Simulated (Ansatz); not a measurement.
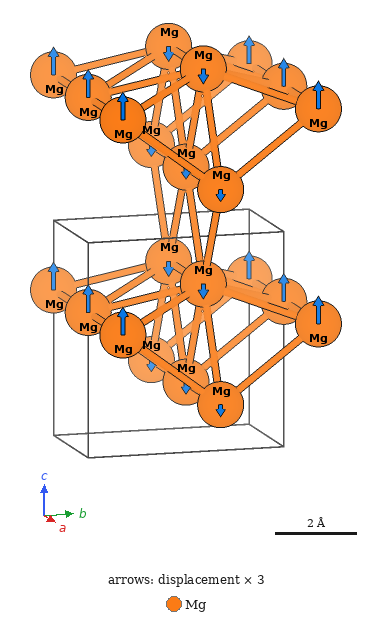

A relaxation of crystalline Mg (set up in Pmm2). The starting structure is drawn; blue arrows show the displacements (the part carried along by the change of the cell is left out), 3 times their true length.

A ball-and-stick model of the cell of the calculation, repeated 2 × 1 × 2 with one cell outlined, seen slightly off an axis.

Case: 2 of 2 Li taken out, relaxed.

These are results of Ansatz, DFT PBE, scalar-relativistic, plane waves, PAW, not measurements. Set-up: plane-wave cutoff 420 eV; k-point mesh 12 × 8 × 6; occupations gaussian; smearing width 0.1 eV; no spin polarisation; cell and atoms relaxed; force threshold 0.025 eV/Å; at most 70 steps.

Question: Describe the change and its energy.

Answer: The atom that moves furthest relative to the cell is a Mg atom (0.24 Å along +c). Cell: a 3.047 → 3.144 Å (+3.2 %), b 5.085 → 5.158 Å (+1.5 %), c 5.465 → 5.212 Å (−4.6 %). Volume −0.2 %. Some distances before and after: Mg–Mg 3.181 → 3.373 Å, Mg–Mg 3.171 → 3.060 Å, Mg–Mg 3.047 → 3.144 Å, Mg–Mg 3.086 → 3.027 Å. The space group stays Pmm2 (No. 25). Over 4 accepted moves (5 points after the start) the energy falls by 10.1 meV per atom. Largest force component: 0.047 eV/Å at the start, 0.0077 eV/Å at the end. The pressure goes from 0.21 to −0.01 GPa. At 1 point the geometry stayed and the basis and grid were re-selected for the new cell (energy shift of less than 0.05 meV per atom at most each time).
